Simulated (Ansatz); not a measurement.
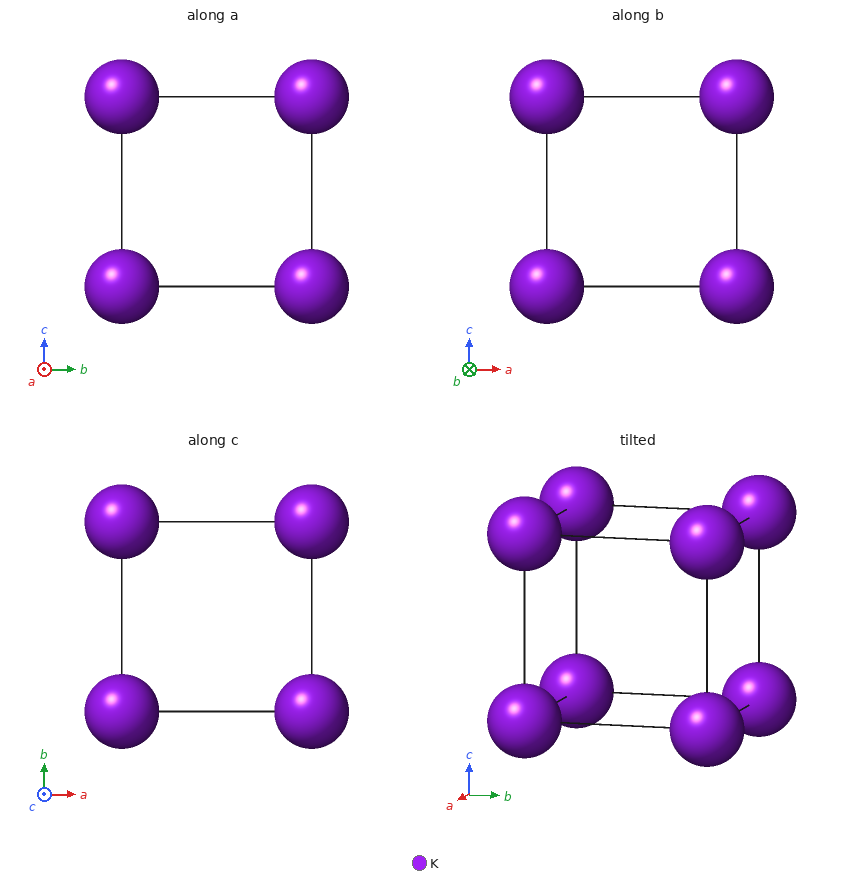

View along the a axis, along the b axis, along the c axis and slightly off an axis, drawn as a spheres-only model. Lines trace the edges of the conventional unit cell.

Lattice parameters: a = 4.1382 Å, b = 4.1382 Å, c = 4.1382 Å, α = 90.000°, β = 90.000°, γ = 90.000°.

**Turn the picture into a CIF in P1 with every atom of the cell.**

```cif
data_structure
_symmetry_space_group_name_H-M 'P 1'
_symmetry_Int_Tables_number 1
_cell_length_a 4.1382
_cell_length_b 4.1382
_cell_length_c 4.1382
_cell_angle_alpha 90.000
_cell_angle_beta 90.000
_cell_angle_gamma 90.000
_cell_volume 70.87
loop_
_atom_site_label
_atom_site_type_symbol
_atom_site_fract_x
_atom_site_fract_y
_atom_site_fract_z
_atom_site_occupancy
K1 K 0.0000 0.0000 0.0000 1
```

The initial geometry was a structure type filled with this element by a generator (whether the element takes this form wasn't checked). Earlier steps of the study may have refined or changed the cell and positions. A calculation with Ansatz used it as input.
